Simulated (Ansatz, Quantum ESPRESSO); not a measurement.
# 1T-CdI2, 1 layer in an electric field, part 3 of 6

Wanted: polarisability and gap of 1T-CdI2, 1 layer against a perpendicular field.

Quantum ESPRESSO 7.5; plane-wave DFT, vdW-DF-cx, GBRV ultrasoft pseudopotentials made under PBE; geometry and cross-check by Ansatz 0.2.0 with PAW datasets.

So far. Step 3 (Self-consistent run: no field): The run needed 11 iterations to bring the estimated error under 1e-09 Ry; the largest force on any atom, held or free, is 0.16 eV/Å. Step 4 (Electrostatic potential): The vacuum is flat to 0.1 meV/Å, so its level is well defined. Inside the slab the curve depends on the local part of the pseudopotentials; only the vacuum level has a meaning of its own.

### 5. Band structure: no field

The density is frozen and the levels are solved along a path.

Input file f0.bands.in:

```
&control
  prefix = 'f0.bands'
  outdir = './out'
  pseudo_dir = './pseudo'
  calculation = 'bands'
  tefield = .true.
  dipfield = .true.
/
&system
  ibrav = 0
  nat = 3
  ntyp = 2
  ecutwfc = 40
  ecutrho = 200
  input_dft = 'vdw-df-cx'
  occupations = 'smearing'
  smearing = 'fd'
  degauss = 0.004
  edir = 3
  emaxpos = 0.97
  eopreg = 0.04
  eamp = 0.0
  nbnd = 19
/
&electrons
  conv_thr = 1e-07
  mixing_beta = 0.4
  electron_maxstep = 120
  mixing_mode = 'local-TF'
/
ATOMIC_SPECIES
  I   126.9045  i_pbe_v1.uspp.F.UPF
  Cd  112.4140  cd_pbe_v1.uspp.F.UPF
CELL_PARAMETERS angstrom
  4.33318549760080 0.00000000000000 0.00000000000000
  -2.16659274880040 3.75264872023261 -0.00000000000000
  0.00000000000000 -0.00000000000000 19.42293265830000
ATOMIC_POSITIONS crystal
  I   0.666666666667 0.333333333333 0.411595321629
  Cd  0.000000000000 -0.000000000000 0.500000256538
  I   0.333333333333 0.666666666667 0.588404421833
K_POINTS crystal_b
4
  0.0000000000 0.0000000000 0.0000000000 14
  0.5000000000 0.0000000000 0.0000000000 14
  0.3333333333 0.3333333333 0.0000000000 14
  0.0000000000 0.0000000000 0.0000000000 1
```

Run with:

```bash
$ cp -r out/f0.save out/f0.bands.save
$ cp out/f0.xml out/f0.bands.xml
$ OMP_NUM_THREADS=1 mpirun -n 4 pw.x -nk 4 -in f0.bands.in > f0.bands.out
```

The log of the run:

```text
[banner, memory and clock lines left out]
Program PWSCF v.7.5 starts

          URL

     Presently no symmetry can be used with electric field

     IMPORTANT: XC functional enforced from input :
     Exchange-correlation= VDW-DF-CX
                           (   1   4  27   0   1   0   0)
     Any further DFT definition will be discarded
     Please, verify this is what you really want

     Atomic positions and unit cell read from directory:
     ./out/f0.bands.save/

     G-vector sticks info

     bravais-lattice index     =            0
     lattice parameter (alat)  =       8.1885  a.u.
     unit-cell volume          =    2131.3590 (a.u.)^3
     number of atoms/cell      =            3
     number of atomic types    =            2
     number of electrons       =        26.00
     number of Kohn-Sham states=           19
     kinetic-energy cutoff     =      40.0000  Ry
     charge density cutoff     =     200.0000  Ry
     Exchange-correlation= VDW-DF-CX
                           (   1   4  27   0   1   0   0)

     celldm(1)=   8.188534  celldm(2)=   0.000000  celldm(3)=   0.000000
     celldm(4)=   0.000000  celldm(5)=   0.000000  celldm(6)=   0.000000

     crystal axes: (cart. coord. in units of alat)
               a(1) = (   1.000000   0.000000   0.000000 )
               a(2) = (  -0.500000   0.866025  -0.000000 )
               a(3) = (   0.000000  -0.000000   4.482368 )

     reciprocal axes: (cart. coord. in units 2 pi/alat)
               b(1) = (  1.000000  0.577350  0.000000 )
               b(2) = ( -0.000000  1.154701  0.000000 )
               b(3) = ( -0.000000  0.000000  0.223096 )

     PseudoPot. # 1 for I  read from file:
     ./pseudo/i_pbe_v1.uspp.F.UPF
     Pseudo is Ultrasoft + core correction, Zval =  7.0
     Generated by new atomic code, or converted to UPF format
     Using radial grid of  893 points,  6 beta functions with:
                l(1) =   0
                l(2) =   0
                l(3) =   1
                l(4) =   1
                l(5) =   2
                l(6) =   2
     Q(r) pseudized with  8 coefficients,  rinner =    1.500   1.500   1.500
                                                       1.500   1.500

     PseudoPot. # 2 for Cd read from file:
     ./pseudo/cd_pbe_v1.uspp.F.UPF
     Pseudo is Ultrasoft + core correction, Zval = 12.0
     Generated by new atomic code, or converted to UPF format
     Using radial grid of  889 points,  6 beta functions with:
                l(1) =   0
                l(2) =   0
                l(3) =   1
                l(4) =   1
                l(5) =   2
                l(6) =   2
     Q(r) pseudized with  6 coefficients,  rinner =    1.000   1.000   1.000
                                                       1.000   1.000

     atomic species   valence    mass     pseudopotential
     I                 7.00   126.90450     I ( 1.00)
     Cd               12.00   112.41400     Cd( 1.00)

     No symmetry found

   Cartesian axes

     site n.     atom                  positions (alat units)
         1        I      tau(   1) = (   0.5000000   0.2886751   1.8449218  )
         2        Cd     tau(   2) = (   0.0000000   0.0000000   2.2411852  )
         3        I      tau(   3) = (  -0.0000000   0.5773503   2.6374452  )

     number of k points=    43  Fermi-Dirac smearing, width (Ry)=  0.0040
                       cart. coord. in units 2pi/alat
        k(    1) = (   0.0000000   0.0000000   0.0000000), wk =   0.0465116
        k(    2) = (   0.0357143   0.0206197   0.0000000), wk =   0.0465116
        k(    3) = (   0.0714286   0.0412393   0.0000000), wk =   0.0465116
        k(    4) = (   0.1071429   0.0618590   0.0000000), wk =   0.0465116
        k(    5) = (   0.1428571   0.0824786   0.0000000), wk =   0.0465116
        k(    6) = (   0.1785714   0.1030983   0.0000000), wk =   0.0465116
        k(    7) = (   0.2142857   0.1237179   0.0000000), wk =   0.0465116
        k(    8) = (   0.2500000   0.1443376   0.0000000), wk =   0.0465116
        k(    9) = (   0.2857143   0.1649572   0.0000000), wk =   0.0465116
        k(   10) = (   0.3214286   0.1855769   0.0000000), wk =   0.0465116
        k(   11) = (   0.3571429   0.2061965   0.0000000), wk =   0.0465116
        k(   12) = (   0.3928571   0.2268162   0.0000000), wk =   0.0465116
        k(   13) = (   0.4285714   0.2474358   0.0000000), wk =   0.0465116
        k(   14) = (   0.4642857   0.2680555   0.0000000), wk =   0.0465116
        k(   15) = (   0.5000000   0.2886751   0.0000000), wk =   0.0465116
        k(   16) = (   0.4880952   0.3092948   0.0000000), wk =   0.0465116
        k(   17) = (   0.4761905   0.3299144   0.0000000), wk =   0.0465116
        k(   18) = (   0.4642857   0.3505341   0.0000000), wk =   0.0465116
        k(   19) = (   0.4523810   0.3711537   0.0000000), wk =   0.0465116
        k(   20) = (   0.4404762   0.3917734   0.0000000), wk =   0.0465116
        k(   21) = (   0.4285714   0.4123930   0.0000000), wk =   0.0465116
        k(   22) = (   0.4166667   0.4330127   0.0000000), wk =   0.0465116
        k(   23) = (   0.4047619   0.4536324   0.0000000), wk =   0.0465116
        k(   24) = (   0.3928571   0.4742520   0.0000000), wk =   0.0465116
        k(   25) = (   0.3809524   0.4948717   0.0000000), wk =   0.0465116
        k(   26) = (   0.3690476   0.5154913   0.0000000), wk =   0.0465116
        k(   27) = (   0.3571429   0.5361110   0.0000000), wk =   0.0465116
        k(   28) = (   0.3452381   0.5567306   0.0000000), wk =   0.0465116
        k(   29) = (   0.3333333   0.5773503   0.0000000), wk =   0.0465116
        k(   30) = (   0.3095238   0.5361110   0.0000000), wk =   0.0465116
        k(   31) = (   0.2857143   0.4948717   0.0000000), wk =   0.0465116
        k(   32) = (   0.2619048   0.4536324   0.0000000), wk =   0.0465116
        k(   33) = (   0.2380952   0.4123930   0.0000000), wk =   0.0465116
        k(   34) = (   0.2142857   0.3711537   0.0000000), wk =   0.0465116
        k(   35) = (   0.1904762   0.3299144   0.0000000), wk =   0.0465116
        k(   36) = (   0.1666667   0.2886751   0.0000000), wk =   0.0465116
        k(   37) = (   0.1428571   0.2474358   0.0000000), wk =   0.0465116
        k(   38) = (   0.1190476   0.2061965   0.0000000), wk =   0.0465116
        k(   39) = (   0.0952381   0.1649572   0.0000000), wk =   0.0465116
        k(   40) = (   0.0714286   0.1237179   0.0000000), wk =   0.0465116
        k(   41) = (   0.0476190   0.0824786   0.0000000), wk =   0.0465116
        k(   42) = (   0.0238095   0.0412393   0.0000000), wk =   0.0465116
        k(   43) = (   0.0000000   0.0000000   0.0000000), wk =   0.0465116

[...]
-5.4373  -4.3359  -4.1617  -3.3775  -3.1400  -0.4013   2.1912   3.1847
     3.4811   3.8574   3.9496

          k = 0.4286 0.2474 0.0000 (  9124 PWs)   bands (ev):

   -14.3027 -14.2286 -10.3703 -10.3058 -10.2196 -10.1832 -10.1057  -6.5326
    -5.5373  -4.3388  -4.2081  -3.3684  -3.1536  -0.4899   2.1842   3.2435
     3.6202   3.8783   3.9426

          k = 0.4643 0.2681 0.0000 (  9128 PWs)   bands (ev):

   -14.2757 -14.2319 -10.3704 -10.3075 -10.2178 -10.1797 -10.0920  -6.5747
    -5.5991  -4.3352  -4.2365  -3.3645  -3.1621  -0.5452   2.1761   3.3085
     3.5384   3.9362   4.1612

          k = 0.5000 0.2887 0.0000 (  9106 PWs)   bands (ev):

   -14.2641 -14.2355 -10.3704 -10.3081 -10.2172 -10.1784 -10.0872  -6.5893
    -5.6201  -4.3330  -4.2460  -3.3635  -3.1650  -0.5640   2.1728   3.3556
     3.4757   3.9337   4.5024

          k = 0.4881 0.3093 0.0000 (  9122 PWs)   bands (ev):

   -14.2635 -14.2353 -10.3695 -10.3075 -10.2172 -10.1788 -10.0879  -6.5879
    -5.6166  -4.3335  -4.2597  -3.3621  -3.1751  -0.5522   2.1914   3.3609
     3.4845   3.9104   4.5062

          k = 0.4762 0.3299 0.0000 (  9134 PWs)   bands (ev):

   -14.2617 -14.2346 -10.3667 -10.3059 -10.2171 -10.1798 -10.0900  -6.5838
    -5.6063  -4.3352  -4.2994  -3.3583  -3.2043  -0.5181   2.2459   3.3770
     3.5102   3.8486   4.5196

          k = 0.4643 0.3505 0.0000 (  9128 PWs)   bands (ev):

   -14.2587 -14.2336 -10.3620 -10.3032 -10.2168 -10.1813 -10.0935  -6.5771
    -5.5892  -4.3612  -4.3390  -3.3535  -3.2495  -0.4651   2.3327   3.4047
     3.5487   3.7676   4.5417

          k = 0.4524 0.3712 0.0000 (  9132 PWs)   bands (ev):

   -14.2547 -14.2322 -10.3557 -10.2996 -10.2165 -10.1834 -10.0983  -6.5682
    -5.5654  -4.4397  -4.3467  -3.3493  -3.3060  -0.3982   2.4458   3.4455
     3.5715   3.7105   4.5725

          k = 0.4405 0.3918 0.0000 (  9118 PWs)   bands (ev):

   -14.2498 -14.2305 -10.3476 -10.2951 -10.2161 -10.1860 -10.1045  -6.5572
    -5.5352  -4.5292  -4.3605  -3.3677  -3.3470  -0.3233   2.5771   3.5020
     3.5138   3.7524   4.6117

          k = 0.4286 0.4124 0.0000 (  9114 PWs)   bands (ev):

   -14.2442 -14.2285 -10.3381 -10.2899 -10.2157 -10.1889 -10.1119  -6.5449
    -5.4988  -4.6245  -4.3833  -3.4279  -3.3474  -0.2465   2.7161   3.4267
     3.5778   3.8495   4.6590

          k = 0.4167 0.4330 0.0000 (  9126 PWs)   bands (ev):

   -14.2383 -14.2263 -10.3274 -10.2843 -10.2151 -10.1921 -10.1205  -6.5317
    -5.4566  -4.7205  -4.4176  -3.4802  -3.3512  -0.1733   2.8510   3.3444
     3.6773   3.9715   4.7135

          k = 0.4048 0.4536 0.0000 (  9146 PWs)   bands (ev):

   -14.2322 -14.2240 -10.3158 -10.2784 -10.2144 -10.1953 -10.1301  -6.5185
    -5.4092  -4.8130  -4.4650  -3.5197  -3.3586  -0.1082   2.9706   3.2752
     3.8031   4.1105   4.7739

          k = 0.3929 0.4743 0.0000 (  9132 PWs)   bands (ev):

   -14.2263 -14.2216 -10.3035 -10.2724 -10.2136 -10.1984 -10.1406  -6.5060
    -5.3572  -4.8980  -4.5247  -3.5437  -3.3697  -0.0543   3.0677   3.2224
     3.9522   4.2595   4.8377

          k = 0.3810 0.4949 0.0000 (  9114 PWs)   bands (ev):

   -14.2208 -14.2192 -10.2913 -10.2669 -10.2126 -10.2009 -10.1519  -6.4950
    -5.3017  -4.9724  -4.5934  -3.5524  -3.3848  -0.0131   3.1400   3.1871
     4.1151   4.4083   4.9001

          k = 0.3690 0.5155 0.0000 (  9114 PWs)   bands (ev):

   -14.2169 -14.2163 -10.2797 -10.2622 -10.2114 -10.2024 -10.1635  -6.4864
    -5.2448  -5.0336  -4.6657  -3.5477  -3.4037   0.0156   3.1691   3.1882
     4.2757   4.5430   4.9525

          k = 0.3571 0.5361 0.0000 (  9120 PWs)   bands (ev):

   -14.2148 -14.2130 -10.2698 -10.2588 -10.2098 -10.2021 -10.1750  -6.4805
    -5.1899  -5.0797  -4.7340  -3.5325  -3.4263   0.0332   3.1667   3.2133
     4.4123   4.6487   4.9792

          k = 0.3452 0.5567 0.0000 (  9132 PWs)   bands (ev):

   -14.2130 -14.2113 -10.2626 -10.2574 -10.2081 -10.1995 -10.1858  -6.4774
    -5.1450  -5.1096  -4.7868  -3.5095  -3.4523   0.0419   3.1779   3.2165
     4.4995   4.7151   4.9942

          k = 0.3333 0.5774 0.0000 (  9150 PWs)   bands (ev):

   -14.2115 -14.2115 -10.2585 -10.2585 -10.2070 -10.1943 -10.1943  -6.4765
    -5.1233  -5.1233  -4.8079  -3.4812  -3.4812   0.0441   3.1996   3.1996
     4.5261   4.7380   5.0033

          k = 0.3095 0.5361 0.0000 (  9116 PWs)   bands (ev):

   -14.2190 -14.2098 -10.2695 -10.2576 -10.2138 -10.1958 -10.1796  -6.4773
    -5.1620  -5.1057  -4.7335  -3.5445  -3.4174   0.0398   3.1195   3.2615
     4.4587   4.6271   4.9117

          k = 0.2857 0.4949 0.0000 (  9102 PWs)   bands (ev):

   -14.2373 -14.2103 -10.2886 -10.2611 -10.2213 -10.1914 -10.1669  -6.4721
    -5.2212  -5.0407  -4.5833  -3.6072  -3.3548   0.0369   3.0094   3.3202
     4.3170   4.3248   4.7827

          k = 0.2619 0.4536 0.0000 (  9076 PWs)   bands (ev):

   -14.2675 -14.2131 -10.3092 -10.2653 -10.2269 -10.1889 -10.1617  -6.4509
    -5.2406  -4.9472  -4.4123  -3.6562  -3.3034   0.0455   2.9031   3.3290
     4.0050   4.1486   4.5774

          k = 0.2381 0.4124 0.0000 (  9080 PWs)   bands (ev):

   -14.3092 -14.2184 -10.3278 -10.2693 -10.2322 -10.1897 -10.1661  -6.4091
    -5.2038  -4.8436  -4.2371  -3.6761  -3.2699   0.0695   2.8190   3.2272
     3.7505   3.9670   4.2973

          k = 0.2143 0.3712 0.0000 (  9098 PWs)   bands (ev):

   -14.3610 -14.2261 -10.3430 -10.2732 -10.2377 -10.1939 -10.1793  -6.3486
    -5.1069  -4.7427  -4.0668  -3.6538  -3.2570   0.1086   2.7588   3.0132
     3.5488   3.7571   4.0741

          k = 0.1905 0.3299 0.0000 (  9078 PWs)   bands (ev):

   -14.4201 -14.2359 -10.3551 -10.2782 -10.2436 -10.2007 -10.1983  -6.2772
    -4.9521  -4.6443  -3.9093  -3.5865  -3.2628   0.1590   2.7094   2.7620
     3.3428   3.5153   3.9207

          k = 0.1667 0.2887 0.0000 (  9094 PWs)   bands (ev):

   -14.4834 -14.2474 -10.3648 -10.2874 -10.2502 -10.2172 -10.2088  -6.2065
    -4.7453  -4.5344  -3.7728  -3.4849  -3.2805   0.2117   2.5242   2.6498
     3.1305   3.2629   3.8154

          k = 0.1429 0.2474 0.0000 (  9104 PWs)   bands (ev):

   -14.5472 -14.2597 -10.3731 -10.3045 -10.2575 -10.2296 -10.2166  -6.1482
    -4.4962  -4.3941  -3.6688  -3.3673  -3.2966   0.2495   2.3249   2.5631
     2.9345   3.0091   3.7465

          k = 0.1190 0.2062 0.0000 (  9093 PWs)   bands (ev):

   -14.6079 -14.2721 -10.3807 -10.3279 -10.2659 -10.2345 -10.2228  -6.1090
    -4.2186  -4.2130  -3.6113  -3.2912  -3.2515   0.2464   2.1801   2.4423
     2.7585   2.7804   3.6899

          k = 0.0952 0.1650 0.0000 (  9093 PWs)   bands (ev):

   -14.6623 -14.2838 -10.3877 -10.3523 -10.2746 -10.2350 -10.2268  -6.0886
    -3.9944  -3.9335  -3.5989  -3.2557  -3.1508   0.1785   2.0901   2.2698
     2.5398   2.6995   3.6038

          k = 0.0714 0.1237 0.0000 (  9103 PWs)   bands (ev):

   -14.7075 -14.2939 -10.3942 -10.3739 -10.2827 -10.2339 -10.2291  -6.0818
    -3.7559  -3.7026  -3.5750  -3.2017  -3.0739   0.0465   2.0293   2.0307
     2.3939   2.7205   3.4789

          k = 0.0476 0.0825 0.0000 (  9115 PWs)   bands (ev):

   -14.7415 -14.3018 -10.3994 -10.3904 -10.2891 -10.2324 -10.2302  -6.0822
    -3.6727  -3.5266  -3.4134  -3.1331  -3.0264  -0.1145   1.7783   1.9817
     2.3052   2.8320   3.3579

          k = 0.0238 0.0412 0.0000 (  9131 PWs)   bands (ev):

   -14.7625 -14.3067 -10.4029 -10.4006 -10.2931 -10.2312 -10.2307  -6.0846
    -3.6850  -3.3474  -3.3039  -3.0520  -3.0102  -0.2482   1.5908   1.9465
     2.2551   2.9740   3.2769

          k = 0.0000 0.0000 0.0000 (  9127 PWs)   bands (ev):

   -14.7696 -14.3084 -10.4041 -10.4041 -10.2945 -10.2308 -10.2308  -6.0857
    -3.6905  -3.2743  -3.2743  -3.0119  -3.0119  -0.3006   1.5212   1.9337
     2.2387   3.0528   3.2490

     XML data file, pseudopotentials, collected wavefunctions

                                        0.00s GPU  (     624 calls)

Note: The following floating-point exceptions are signalling: IEEE_UNDERFLOW_FLAG
Note: The following floating-point exceptions are signalling: IEEE_UNDERFLOW_FLAG
Note: The following floating-point exceptions are signalling: IEEE_UNDERFLOW_FLAG
Note: The following floating-point exceptions are signalling: IEEE_UNDERFLOW_FLAG
[key lines of the parts left out:]
Dipole field         -0.0000 Ry au,
```

Run time: 47 s. Hardware: 4 MPI ranks of Arm Neoverse V2, shared host; peak memory 0.41 GiB; 3.1 min of CPU time.

This step gave:

- valence top, on the run's zero: -2.999 eV
- conduction bottom, on the run's zero: -0.5640 eV
- gap by band count: 2.435 eV

Band numbers count within the set of bands kept for display. Electronic bands along the path, in eV, zero at the highest filled level of the SCF mesh; v1 is the highest filled band, c1 the lowest empty one:

```
point     v4     v3     v2     v1    c1    c2    c3    c4
    Γ  -0.26  -0.26   0.00   0.00  2.71  4.53  4.94  5.25
    M  -1.32  -1.24  -0.35  -0.15  2.45  5.18  6.37  6.49
    K  -2.11  -1.80  -0.47  -0.47  3.05  6.21  6.21  7.54
    Γ  -0.26  -0.26   0.00   0.00  2.71  4.53  4.94  5.25
```

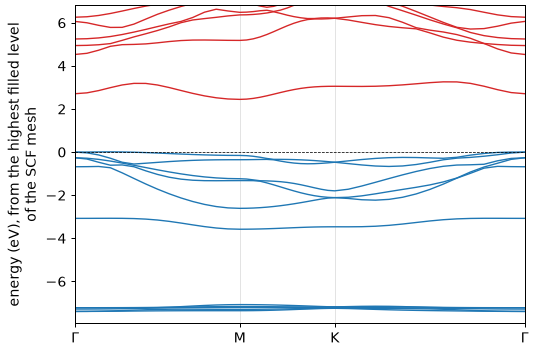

Electronic bands along the path; lines of filled and empty bands in two colours.

Along this path the valence top lies between Γ and M and the conduction bottom at M.

### 6. Self-consistent run: field 0.1 V/Å

eamp is the field in Hartree atomic units (1 a.u. = 51.42 V/Å). With dipfield on, it is the field in the vacuum beside an isolated sheet. The run starts from the density of the one before.

Input file f1.in:

```
&control
  prefix = 'f1'
  outdir = './out'
  pseudo_dir = './pseudo'
  calculation = 'scf'
  tprnfor = .true.
  tefield = .true.
  dipfield = .true.
/
&system
  ibrav = 0
  nat = 3
  ntyp = 2
  ecutwfc = 40
  ecutrho = 200
  input_dft = 'vdw-df-cx'
  occupations = 'smearing'
  smearing = 'fd'
  degauss = 0.004
  edir = 3
  emaxpos = 0.97
  eopreg = 0.04
  eamp = 0.00194469
/
&electrons
  conv_thr = 1e-09
  mixing_beta = 0.4
  electron_maxstep = 120
  mixing_mode = 'plain'
  startingpot = 'file'
/
ATOMIC_SPECIES
  I   126.9045  i_pbe_v1.uspp.F.UPF
  Cd  112.4140  cd_pbe_v1.uspp.F.UPF
CELL_PARAMETERS angstrom
  4.33318549760080 0.00000000000000 0.00000000000000
  -2.16659274880040 3.75264872023261 -0.00000000000000
  0.00000000000000 -0.00000000000000 19.42293265830000
ATOMIC_POSITIONS crystal
  I   0.666666666667 0.333333333333 0.411595321629
  Cd  0.000000000000 -0.000000000000 0.500000256538
  I   0.333333333333 0.666666666667 0.588404421833
K_POINTS automatic
  6 6 1 0 0 0
```

Run with:

```bash
$ cp -r out/f0.save out/f1.save
$ OMP_NUM_THREADS=1 mpirun -n 4 pw.x -nk 2 -in f1.in > f1.out
```

The log of the run:

```text
[banner, memory and clock lines left out]
Program PWSCF v.7.5 starts
[...]
number of electrons       =        26.00
     number of Kohn-Sham states=           17
     kinetic-energy cutoff     =      40.0000  Ry
     charge density cutoff     =     200.0000  Ry
[...]
number of k points=    20  Fermi-Dirac smearing, width (Ry)=  0.0040
[...]
Dense  grid:   101877 G-vectors     FFT dimensions: (  40,  40, 180)
[...]
The initial density is read from file :
[...]
negative rho (up, down):  2.105E-02 0.000E+00
[...]
Starting wfcs are   17 randomized atomic wfcs
[...]
negative rho (up, down):  2.105E-02 0.000E+00
[...]
estimated scf accuracy    <       0.00483590 Ry
[...]
negative rho (up, down):  2.104E-02 0.000E+00
[...]
estimated scf accuracy    <       0.00947791 Ry
[...]
negative rho (up, down):  2.104E-02 0.000E+00
[...]
estimated scf accuracy    <       0.00000421 Ry
[...]
negative rho (up, down):  2.104E-02 0.000E+00
[...]
estimated scf accuracy    <       0.00000158 Ry
[...]
negative rho (up, down):  2.105E-02 0.000E+00
[...]
estimated scf accuracy    <       0.00000011 Ry
[...]
negative rho (up, down):  2.105E-02 0.000E+00
[...]
estimated scf accuracy    <       0.00000001 Ry
[...]
negative rho (up, down):  2.105E-02 0.000E+00
[...]
estimated scf accuracy    <          3.3E-09 Ry
[...]
negative rho (up, down):  2.105E-02 0.000E+00
[...]
Computed dipole along edir(3) :
        Dipole                0.0920 Ry au,          0.2338 Debye
        Dipole field          0.0005 Ry au,
        E field amplitude [Ha a.u.]:  1.9447E-03
        Potential amp.        0.0988 Ry
        Total length         35.2359 bohr
[...]
the Fermi energy is    -1.7716 ev
!    total energy              =    -245.37516236 Ry
     estimated scf accuracy    <          2.0E-10 Ry
     smearing contrib. (-TS)   =      -0.00000000 Ry
     internal energy E=F+TS    =    -245.37516236 Ry
[...]
one-electron contribution =    -544.91900587 Ry
     hartree contribution      =     282.46842983 Ry
     xc contribution           =    -135.36096451 Ry
     ewald contribution        =     152.43668610 Ry
     electric field correction =      -0.00030790 Ry
     convergence has been achieved in   8 iterations
     negative rho (up, down):  2.105E-02 0.000E+00
[...]
Total force =     0.008716     Total SCF correction =     0.000072
[...]
```

It took 35 s on 4 MPI ranks; peak memory 0.64 GiB.

Numbers from this step:

```
free energy                          : -3338.4992 eV
Fermi energy                         : -1.772 eV
dipole along the normal              : 0.04868 e·Å
valence top, on the run's zero       : -2.996 eV
conduction bottom, on the run's zero : -0.5505 eV
gap by band count                    : 2.446 eV
```

The dipole goes from -0.0000 to 0.0487 e Å, 0.4868 e Å per V/Å.

### 7. Potential by pp.x

Input file f1.pot.in:

```
&inputpp
  prefix = 'f1'
  outdir = './out'
  filplot = 'f1.pot.dat'
  plot_num = 11
/
```

Run with:

```bash
$ OMP_NUM_THREADS=1 mpirun -n 4 pp.x -in f1.pot.in > f1.pot.out
```

Run time: 15 s. Hardware: 4 MPI ranks; peak memory 0.21 GiB; 59 s of CPU time.

Read from the output:

```
slope of the potential above                                          : 0.1001 eV/Å
upper vacuum line continued to the top atoms, over the valence top    : 6.427 eV
slope of the potential below                                          : 0.09993 eV/Å
lower vacuum line continued to the bottom atoms, over the valence top : 6.625 eV
```

The slope in the vacuum is 0.100 eV/Å for an applied 0.10 V/Å, as it should be.

[end of part 3 of 6]

[Logs are printed without paths, hosts, clocks, repeated set-up lines and the standing remarks that a program may print on its own settings, such as how far it seeks lower states.]

[Hosts, paths, dates, database ids (printed as entryN), source tags and the programs' standing remarks are cut or masked in the printed files.]

[Maps of the electrostatic potential energy from Ansatz leave out the sawtooth potential of an applied field or a dipole correction, so their vacuum need not be flat; planar profiles and work functions include it.]
